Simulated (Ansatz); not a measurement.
Geometry relaxation of ZnSe

The run: geometry relaxation of ZnSe (F-43m, 2 atoms in the cell). Method and program: DFT, PBE, plane waves, PAW, no spin polarisation (Ansatz 0.2.0).

The structure derives from a Materials Project entry.

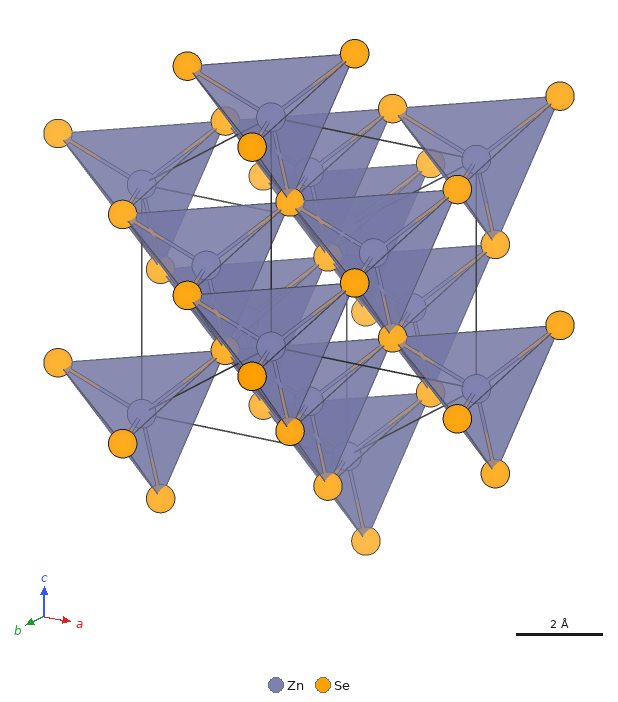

**Figure 1.** The starting structure (polyhedral view of the cell 4 times as large as that of the calculation, set on its symmetry axes, seen at an oblique angle; polyhedra are completed across the faces of the cell).

Results in brief:

- outcome: converged
- space group (tolerance 0.01 Å): F-43m (216)
- electrons treated: 28
- free energy: −8789.5364 eV
- Fermi energy: 6.901 eV
- gap on the k-point mesh: 1.15 eV
- pressure: 0.03 GPa
- final volume: 47.08 Å³
- largest force (length of the vector) at the end: under 0.001 eV/Å
- final cell: a = 4.053 Å, b = 4.053 Å, c = 4.053 Å, α = 60.00°, β = 60.00°, γ = 60.00°
- hardware: 4 threads of AMD EPYC (Zen 3), 189 GiB of memory available, shared host
- wall time: 13 s (CPU time 23 s)
- peak memory: 0.4 GiB

These settings are looser than, or depart from, a standard set-up, so the numbers are not reference values for this system.

Input:
```yaml
crystal:
  lattice:
    - [0.0, 2.83244254, 2.83244254]
    - [2.83244254, 0.0, 2.83244254]
    - [2.83244254, 2.83244254, 0.0]
  atoms:
    - { symbol: Zn, position: [0.0, 0.0, 0.0] }
    - { symbol: Se, position: [0.25, 0.25, 0.25] }
basis:
  ecutwfc: 420
kpoints:
  mp_grid: { grid: [8, 8, 8] }
hamiltonian:
  xc: pbe
scf:
  occupations: { method: gaussian, width: 0.02 }
output:
  forces: true
  stress: true
  eigenvalues: true
  write_density: true
  write_potential: true
  elf: true
  volumetric_format: npy
relax:
  adjacent_minimum: "off"
  f_tol: 0.005
  max_steps: 80
  cell: { stress_tol: 0.05 }
```

Run as:
```bash
ansatz run input.yaml --threads 4 --pin off --max-ram 8192MiB --backend cpu --events-out ev --progress --plain --runs-dir out
```

What the program printed:
```
Engine: ansatz 0.2.0, x86_64-unknown-linux-gnu
Pseudopotentials: kind: paw
Pseudopotential: Zn, paw, valence charge 12, recommended cutoff 420 eV (normal), Zn.paw.azcp
Pseudopotential: Se, paw, valence charge 16, recommended cutoff 420 eV (normal), Se.paw.azcp
Functional definition: PBE
  parameter kappa = 0.804
  parameter beta = 0.06672455060314922
  exchange = pbe_x(kappa = kappa, mu = beta*pi^2/3)
  correlation = pbe_c(beta = beta)
Crystal: 2 atoms, lattice volume = 45.448 Å³
Basis set: ecut = 420 eV, 893 PW (Γ), exchange–correlation on 54×54×54 points (8 copies of the dense FFT grid, shifted against one another)
Bands: 18, of which v1, the nominal top of the filled ones, is band 14 counted from 1 (13 counted from 0)
Symmetry: 24 space group operations
Space group: F-43m (ITA 216), of the structure as read, at distance tolerance 3.6e-5 Å
k-points: 29 of 512 (time reversal used)
Non-local potential: Zn, projectors of the file, l = 0: 2, l = 1: 2, l = 2: 3, l = 3: 1
Non-local potential: Se, projectors of the file, l = 0: 2, l = 1: 2, l = 2: 3, l = 3: 1
PAW form: soft (Blöchl's): semilocal exchange-correlation on the pseudo side does not see the compensation charge
PAW one-centre angular grid: Zn, 590 points (default); XC on 64 Gauss nodes
PAW one-centre angular grid: Se, 590 points (default); XC on 64 Gauss nodes
Initial density: superposition of atomic densities (neutral atoms: chi_scale 0, normalization atom), corrected by the library's trained network
Initial wavefunctions: pseudopotential atomic-orbital guess
Functional: x = pbe(κ = 0.804, μ = 0.2195149727645171), c = pbe(β = 0.06672455060314922)
SCF iter   1: F=—  HF=-8789.525558 eV  |F-HF|=—  |Δ(HF+E_count)|=         —  Δρ=7.88e-4  dr2=4.18e-4  ethr=1.77e-3  ⟨swp⟩=5.9  Hψ=2672  notcnv=0
preconditioner: auto → none  [insulator: Δε(μ)=1.286 eV  Ē_g=11.926 eV  σ=0.020 eV  W_gap=1.00  n_scr=14 (ndim 8)  ℏωp=23.4 eV  f_vac=0.121  D(μ)=0.00/eV (n_scr^D=0)  ε∞_Penn≈4.8]
SCF iter   2: F=—  HF=-8789.525355 eV  |F-HF|=—  |Δ(HF+E_count)|=   2.03e-4  Δρ=3.94e-4  dr2=3.71e-5  ethr=1.49e-6  ⟨swp⟩=2.1  Hψ=1253  notcnv=0
SCF iter   3: F=—  HF=-8789.525370 eV  |F-HF|=—  |Δ(HF+E_count)|=   1.48e-5  Δρ=1.69e-4  dr2=7.11e-6  ethr=1.32e-7  ⟨swp⟩=2.0  Hψ=830  notcnv=0
SCF iter   4: F=—  HF=-8789.525371 eV  |F-HF|=—  |Δ(HF+E_count)|=   1.45e-6  Δρ=7.65e-5  dr2=9.92e-7  ethr=2.54e-8  ⟨swp⟩=2.0  Hψ=754  notcnv=0
SCF iter   5: F=—  HF=-8789.525375 eV  |F-HF|=—  |Δ(HF+E_count)|=   3.56e-6  Δρ=1.68e-5  dr2=1.99e-7  ethr=3.54e-9  ⟨swp⟩=2.0  Hψ=928  notcnv=0
SCF iter   6: F=-8789.525375 eV  HF=-8789.525375 eV  |F-HF|=6.37e-9  |Δ(HF+E_count)|=   1.69e-8  Δρ=3.95e-6  dr2=6.04e-9  ethr=3.57e-10  ⟨swp⟩=9.0  Hψ=4064  notcnv=0
SCF 1 converged in 6 iterations: F = -8789.525375 eV  dr2 = 6.04e-9
  greatest PAW one-centre occupation: 1.000 electrons in one spin orbital (limit 2), on the Se atom at site 1 (counted from 0), in its partial waves of l = 2
relax step   1: F+E_penalty+E_count = -8789.52537487 eV  Δ(F+E_penalty+E_count) = +0.000e0 eV  max|allowed force component| = 1.480e-16 eV/Å  Δτ_max = 0.0000 Å  P = +2.199 GPa  Ω = 45.448 Å³  (6 SCF iters, dr2 threshold 1.00e-7 eV, accepted)
Crystal: 2 atoms, lattice volume = 46.654 Å³
Basis set: ecut = 420 eV, 941 PW (Γ), exchange–correlation on 54×54×54 points (8 copies of the dense FFT grid, shifted against one another)
Initial density: handed on by an earlier stage of this run
Initial wavefunctions: those handed on with the density
iter 1 solved again at ethr=1.36e-6 eV; its pass at ethr=3.10e-3 eV (dr2=3.80e-4 eV) is discarded
SCF iter   1: F=—  HF=-8789.535244 eV  |F-HF|=—  |Δ(HF+E_count)|=         —  Δρ=8.24e-4  dr2=3.95e-4  ethr=1.36e-6  ⟨swp⟩=2.1  Hψ=3272  notcnv=0
preconditioner: auto → none  [insulator: Δε(μ)=1.196 eV  Ē_g=11.782 eV  σ=0.020 eV  W_gap=1.00  n_scr=14 (ndim 8)  ℏωp=23.1 eV  f_vac=0.127  D(μ)=0.00/eV (n_scr^D=0)  ε∞_Penn≈4.8]
SCF iter   2: F=—  HF=-8789.535198 eV  |F-HF|=—  |Δ(HF+E_count)|=   4.60e-5  Δρ=5.58e-4  dr2=8.61e-5  ethr=1.36e-6  ⟨swp⟩=2.0  Hψ=803  notcnv=0
SCF iter   3: F=—  HF=-8789.535203 eV  |F-HF|=—  |Δ(HF+E_count)|=   4.73e-6  Δρ=1.97e-4  dr2=2.01e-5  ethr=3.08e-7  ⟨swp⟩=2.0  Hψ=754  notcnv=0
SCF iter   4: F=—  HF=-8789.535198 eV  |F-HF|=—  |Δ(HF+E_count)|=   5.45e-6  Δρ=7.38e-5  dr2=1.32e-6  ethr=7.17e-8  ⟨swp⟩=2.0  Hψ=759  notcnv=0
SCF iter   5: F=-8789.535198 eV  HF=-8789.535198 eV  |F-HF|=1.60e-8  |Δ(HF+E_count)|=   2.18e-7  Δρ=1.07e-5  dr2=6.35e-8  ethr=7.14e-10  ⟨swp⟩=10.0  Hψ=4453  notcnv=0
SCF 2 converged in 5 iterations: F = -8789.535198 eV  dr2 = 6.35e-8
relax step   2: F+E_penalty+E_count = -8789.53519794 eV  Δ(F+E_penalty+E_count) = -9.823e-3 eV  max|allowed force component| = 7.633e-17 eV/Å  Δτ_max = 0.0000 Å  P = +0.555 GPa  Ω = 46.654 Å³  energy of the carried Pulay correction = -4.026e-4 eV  (5 SCF iters, dr2 threshold 2.00e-7 eV, accepted)
Crystal: 2 atoms, lattice volume = 47.077 Å³
iter 1 solved again at ethr=2.00e-7 eV; its pass at ethr=3.10e-3 eV (dr2=5.60e-5 eV) is discarded
SCF iter   1: F=—  HF=-8789.535840 eV  |F-HF|=—  |Δ(HF+E_count)|=         —  Δρ=2.76e-4  dr2=4.63e-5  ethr=2.00e-7  ⟨swp⟩=2.3  Hψ=3165  notcnv=0
preconditioner: auto → none  [insulator: Δε(μ)=1.157 eV  Ē_g=11.746 eV  σ=0.020 eV  W_gap=1.00  n_scr=14 (ndim 8)  ℏωp=23.0 eV  f_vac=0.127  D(μ)=0.00/eV (n_scr^D=0)  ε∞_Penn≈4.8]
SCF iter   2: F=—  HF=-8789.535829 eV  |F-HF|=—  |Δ(HF+E_count)|=   1.10e-5  Δρ=1.96e-4  dr2=1.05e-5  ethr=1.65e-7  ⟨swp⟩=2.0  Hψ=745  notcnv=0
SCF iter   3: F=—  HF=-8789.535830 eV  |F-HF|=—  |Δ(HF+E_count)|=   9.54e-7  Δρ=6.47e-5  dr2=2.28e-6  ethr=3.73e-8  ⟨swp⟩=2.0  Hψ=754  notcnv=0
SCF iter   4: F=-8789.535830 eV  HF=-8789.535830 eV  |F-HF|=3.59e-8  |Δ(HF+E_count)|=   3.64e-7  Δρ=2.46e-5  dr2=1.47e-7  ethr=7.14e-10  ⟨swp⟩=6.6  Hψ=3523  notcnv=0
SCF 3 converged in 4 iterations: F = -8789.535830 eV  dr2 = 1.47e-7
relax step   3: F+E_penalty+E_count = -8789.53582994 eV  Δ(F+E_penalty+E_count) = -6.320e-4 eV  max|allowed force component| = 5.493e-17 eV/Å  Δτ_max = 0.0000 Å  P = +0.034 GPa  Ω = 47.077 Å³  energy of the carried Pulay correction = -5.410e-4 eV  (4 SCF iters, dr2 threshold 2.00e-7 eV, accepted)
Basis set: ecut = 420 eV, 941 PW (Γ), exchange–correlation on 60×60×60 points (8 copies of the dense FFT grid, shifted against one another)
Initial wavefunctions: pseudopotential atomic-orbital guess (no wavefunctions were taken with the density)
iter 1 solved again at ethr=1.16e-7 eV; its pass at ethr=3.10e-3 eV (dr2=3.25e-5 eV) is discarded
SCF iter   1: F=—  HF=-8789.528138 eV  |F-HF|=—  |Δ(HF+E_count)|=         —  Δρ=7.56e-4  dr2=1.11e-5  ethr=1.16e-7  ⟨swp⟩=2.8  Hψ=3819  notcnv=0
preconditioner: auto → none  [insulator: Δε(μ)=1.160 eV  Ē_g=11.755 eV  σ=0.020 eV  W_gap=1.00  n_scr=14 (ndim 8)  ℏωp=23.0 eV  f_vac=0.127  D(μ)=0.00/eV (n_scr^D=0)  ε∞_Penn≈4.8]
SCF iter   2: F=—  HF=-8789.534254 eV  |F-HF|=—  |Δ(HF+E_count)|=   6.12e-3  Δρ=3.77e-4  dr2=2.48e-6  ethr=3.95e-8  ⟨swp⟩=2.0  Hψ=877  notcnv=0
SCF iter   3: F=—  HF=-8789.535967 eV  |F-HF|=—  |Δ(HF+E_count)|=   1.71e-3  Δρ=1.65e-4  dr2=5.70e-7  ethr=8.87e-9  ⟨swp⟩=2.0  Hψ=807  notcnv=0
SCF iter   4: F=—  HF=-8789.536354 eV  |F-HF|=—  |Δ(HF+E_count)|=   3.87e-4  Δρ=2.27e-5  dr2=4.93e-8  ethr=2.03e-9  ⟨swp⟩=2.0  Hψ=782  notcnv=0
SCF iter   5: F=—  HF=-8789.536360 eV  |F-HF|=—  |Δ(HF+E_count)|=   6.39e-6  Δρ=7.13e-6  dr2=1.53e-8  ethr=1.76e-10  ⟨swp⟩=2.2  Hψ=890  notcnv=0
SCF iter   6: F=—  HF=-8789.536360 eV  |F-HF|=—  |Δ(HF+E_count)|=   2.32e-8  Δρ=2.02e-6  dr2=7.81e-10  ethr=5.47e-11  ⟨swp⟩=2.0  Hψ=754  notcnv=0
SCF iter   7: F=—  HF=-8789.536360 eV  |F-HF|=—  |Δ(HF+E_count)|=   2.92e-8  Δρ=3.36e-7  dr2=3.31e-11  ethr=2.79e-12  ⟨swp⟩=2.0  Hψ=778  notcnv=0
SCF iter   8: F=-8789.536360 eV  HF=-8789.536360 eV  |F-HF|=1.46e-11  |Δ(HF+E_count)|=   1.03e-9  Δρ=9.35e-8  dr2=8.08e-12  ethr=1.00e-12  ⟨swp⟩=5.2  Hψ=2211  notcnv=0
SCF 4 converged in 8 iterations: F = -8789.536360 eV  dr2 = 8.08e-12
relax step   4: F+E_penalty+E_count = -8789.53636023 eV  Δ(F+E_penalty+E_count) = -5.303e-4 eV  max|allowed force component| = 8.038e-17 eV/Å  Δτ_max = 0.0000 Å  P = +0.032 GPa  Ω = 47.077 Å³  stress off target by 3.23e-2 GPa  SCF on the basis re-selected at this cell (its energy is not comparable with the rows above)  (8 SCF iters)
```

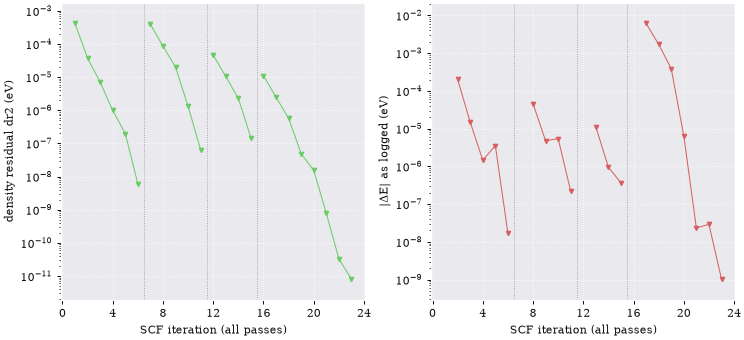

**Figure 2.** Convergence of the self-consistent field: density residual dr2 and size of the energy change against the SCF iteration. The dotted lines part the SCF passes of the relaxation: geometry steps, rejected trials and re-solves on a re-selected basis. The passes take 6, 5, 4 and 8 iterations.

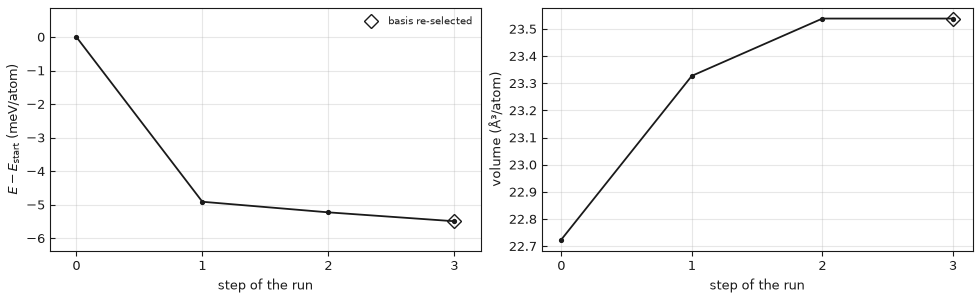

**Figure 3.** Progress of the relaxation, step by step (the first geometry is step 0 here and step 1 in the log).

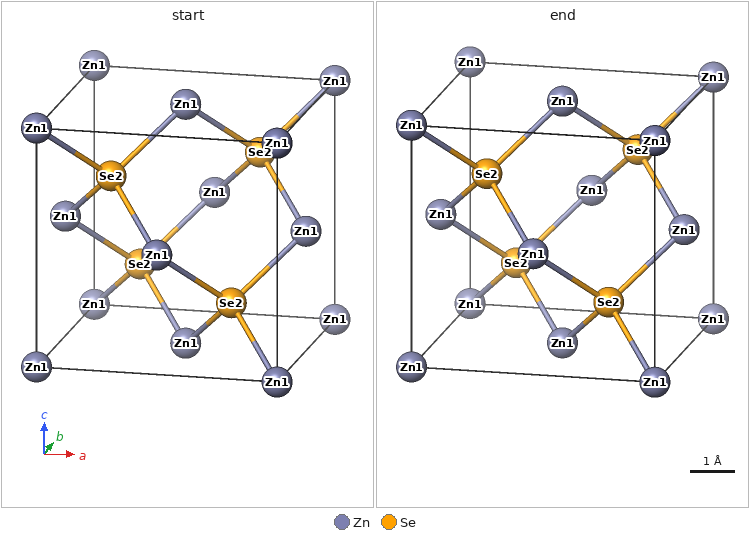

**Figure 4.** Before (left) and after (right) the relaxation, at one scale (ball-and-stick view of the cell 4 times as large as that of the calculation, set on its symmetry axes, seen slightly off an axis). The energy falls by 5.2 meV per atom in 2 geometry steps. All forces vanish by symmetry, so only the cell relaxes. Pressure: 2.20 GPa at the start and 0.03 GPa at the end. The atoms keep their places relative to the cell (all moves are under 0.005 Å). The drawn cell changes as follows: a = b = c 5.665 → 5.732 Å (+1.2 %); the volume changes by +3.6 %. Among the contacts that change: Zn1–Se2 2.453 → 2.482 Å. The space group stays F-43m (No. 216). A last SCF at the same geometry on a re-selected plane-wave basis shifts the energy by −0.3 meV per atom. (Atoms are counted from 1 in the order of the input.)

```
basis re-selected at this cell: Δ(F+E_penalty+E_count) = -5.303e-4 eV, ΔP = -0.001 GPa vs the last step (what re-selecting the basis moved, of the pressure what is left beyond the Pulay correction that the steps carried, after the strain that the cell walked since its last selection, with what the two solves' SCF thresholds leave and, on support functions, any second-order correction that the steps lacked; it is no measure of the basis error at this ecutwfc). The dense FFT grid was sized anew with the basis: this SCF ran on 30×30×30 points, the steps before it on 27×27×27, so part of this shift can come from that change (see relax.cell in the input reference). This SCF's stress stands 3.23e-2 GPa from its target on what of the cell is left free (relax.cell.stress_tol is 5.00e-2 GPa) and its largest allowed force component is 8.04e-17 eV/Å (relax.f_tol is 5.00e-3 eV/Å): within both
SCF converged after 8 iterations
Free energy (F): -8789.536360 eV
Harris-Foulkes:  -8789.536360 eV  (|F-HF|=1.46e-11)
Internal energy: -8789.536360 eV  (E = F + TS)
E sigma→0 (E₀):  -8789.536360 eV
Fermi energy:    6.901388 eV
--- Per-component energies (eV) ---
  E_band       = -391.591472
  E_kinetic    = 249.347898
  E_local      = -4441.493329  (includes V_loc(G=0)·N_el)
  E_nonlocal   = 18.688271
  E_hartree    = 2055.207315
  E_xc         = -241.035452
  E_vxc        = -149.663509  (∫ρ·V_xc dr)
  E_paw        = -3739.765444  (= ΣΔE_a)
  E_vpaw       = -178.884662  (= ΣTr[D̂ρ^β])
  E_aug_tail   = -0.000935  (compensation charges beyond the density's cutoff)
  E_ewald      = -2690.484685
  E_smearing   = -0.000000  (= −TS)
  E_closure    = 0.000000  (closes the sum)
  Σ components = -8789.536360   (vs F -8789.536360, Δ=0.00e0)
--- Forces (eV/Å), atoms counted from 1 ---
  atom   1  Zn     0.00000000    -0.00000000    -0.00000000
  atom   2  Se     0.00000000     0.00000000     0.00000000
  max |Σ_I F_I| component: 1.08e-16 eV/Å
--- Stress (GPa, compression-positive) ---
        0.032324      -0.000000       0.000000
        0.000000       0.032324       0.000000
        0.000000       0.000000       0.032324
  P = ⅓ Tr σ = 0.0323 GPa (0.323 kbar)
--- Band table (eV; the first three rows and the last of 29) ---
  k-point 0: bands = ["-40.4589", "-40.4589", "-40.4589", "-40.4550", "-40.4550", "-6.7271", "-0.0995", "-0.0995", "-0.0995", "0.2415", "0.2415", "6.3239", "6.3239", "6.3239", "7.4785", "12.1430", "12.1430", "12.1430"]
  k-point 1: bands = ["-40.4589", "-40.4588", "-40.4588", "-40.4550", "-40.4550", "-6.6329", "-0.0907", "-0.0848", "-0.0848", "0.2403", "0.2403", "5.0283", "6.1814", "6.1814", "8.4732", "12.0592", "12.3854", "12.3854"]
  k-point 2: bands = ["-40.4588", "-40.4588", "-40.4588", "-40.4550", "-40.4550", "-6.3893", "-0.0526", "-0.0526", "-0.0324", "0.2417", "0.2417", "3.3646", "5.8752", "5.8752", "8.9829", "12.7531", "12.7531", "12.7942"]
  k-point 28: bands = ["-40.4588", "-40.4588", "-40.4586", "-40.4550", "-40.4549", "-5.7421", "0.0155", "0.0905", "0.2138", "0.2155", "0.5153", "1.8032", "3.6996", "3.8172", "11.7196", "11.8073", "13.2178", "14.0402"]
--- Relaxed structure (3 steps of the walk, 3 accepted, 1 SCFs on fresh bases) ---
  F+E_penalty+E_count = -8789.53636023 eV   max|allowed force component| = 8.038e-17 eV/Å   (the final SCF, on the basis selected at the relaxed cell)
  cell:  # Å, volume = 47.0765 Å³
    - [1.2738430082238977e-33, 2.8658805890992824, 2.8658805890992824]
    - [2.8658805890992824, 4.9679877320732e-33, 2.8658805890992824]
    - [2.8658805890992824, 2.8658805890992824, 4.866080291415288e-33]
  atoms:
    - { symbol: Zn, position: [-6.19041232237158e-34, 4.0372254276336394e-34, 6.898697485114324e-34] }
    - { symbol: Se, position: [0.25, 0.25, 0.25] }
```

Trajectory as extended XYZ (Å, eV, eV/Å), 4 frames, from step=1 to step=4:
```
2
Lattice="0.0000 2.8324 2.8324 2.8324 0.0000 2.8324 2.8324 2.8324 0.0000" Properties=species:S:1:pos:R:3:forces:R:3 step=1 energy=-8789.52537 pressure_GPa=2.20
Zn    0.0000    0.0000    0.0000    0.0000   0.0000   0.0000
Se    1.4162    1.4162    1.4162    0.0000   0.0000   0.0000
2
Lattice="0.0000 2.8573 2.8573 2.8573 0.0000 2.8573 2.8573 2.8573 0.0000" Properties=species:S:1:pos:R:3:forces:R:3 step=2 energy=-8789.53520 pressure_GPa=0.56
Zn    0.0000    0.0000    0.0000    0.0000   0.0000   0.0000
Se    1.4286    1.4286    1.4286    0.0000   0.0000   0.0000
2
Lattice="0.0000 2.8659 2.8659 2.8659 0.0000 2.8659 2.8659 2.8659 0.0000" Properties=species:S:1:pos:R:3:forces:R:3 step=3 energy=-8789.53583 pressure_GPa=0.03
Zn    0.0000    0.0000    0.0000    0.0000   0.0000   0.0000
Se    1.4329    1.4329    1.4329    0.0000   0.0000   0.0000
2
Lattice="0.0000 2.8659 2.8659 2.8659 0.0000 2.8659 2.8659 2.8659 0.0000" Properties=species:S:1:pos:R:3:forces:R:3 step=4 energy=-8789.53636 pressure_GPa=0.03
Zn    0.0000    0.0000    0.0000    0.0000   0.0000   0.0000
Se    1.4329    1.4329    1.4329    0.0000   0.0000   0.0000
```
